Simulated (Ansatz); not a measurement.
Structure data:

```
Ti Al
1.0
     3.17135    0.00000    0.00000
     0.00000    3.17135    0.00000
     0.00000    0.00000    3.17135
Ti Al
1 1
Cartesian
  0.0000 0.0000 0.0000
  1.5857 1.5857 1.5857
```

**Say what kind of structure these coordinates give.**

Its composition is TiAl. The lattice is primitive cubic and the space group Pm-3m (No. 221). In terms of structure types, this is caesium chloride (CsCl, B2) type. Cell content 1 Ti, 1 Al; Z = 1. Ti is linked to eight Al in a cubic arrangement at 2.75 Å. Al sits among eight Ti in a cubic arrangement at 2.75 Å. Not all metal-metal contacts are counted. The bonds build a three-dimensional framework.

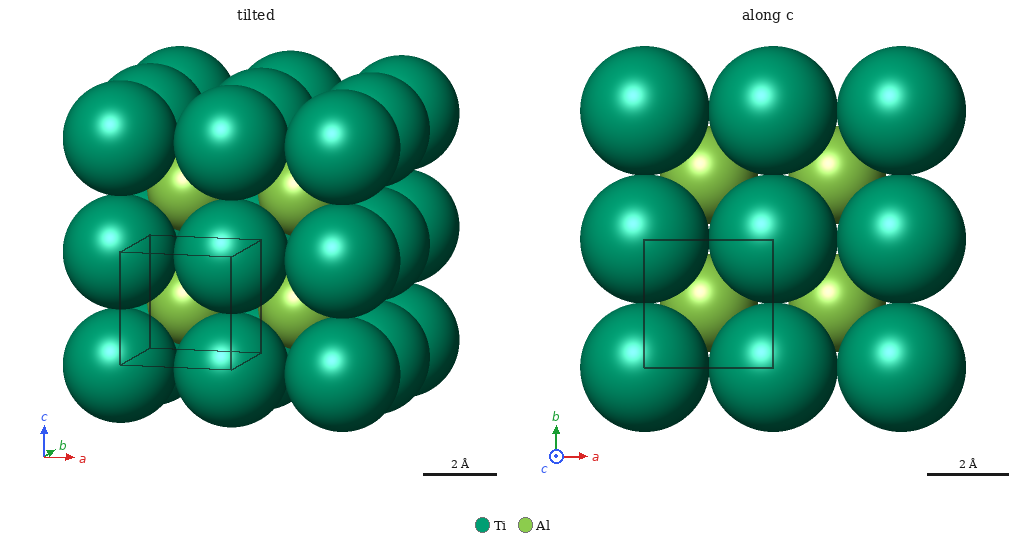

The structure above is drawn in space-filling style and viewed slightly off an axis and along the c axis. The structure is repeated 2×2×2 times; solid lines mark one conventional unit cell.

The cell started as a structure listed in the Materials Project. The geometry is the end of a relaxation with DFT r2SCAN, scalar-relativistic, plane waves, PAW in Ansatz 0.2.0.
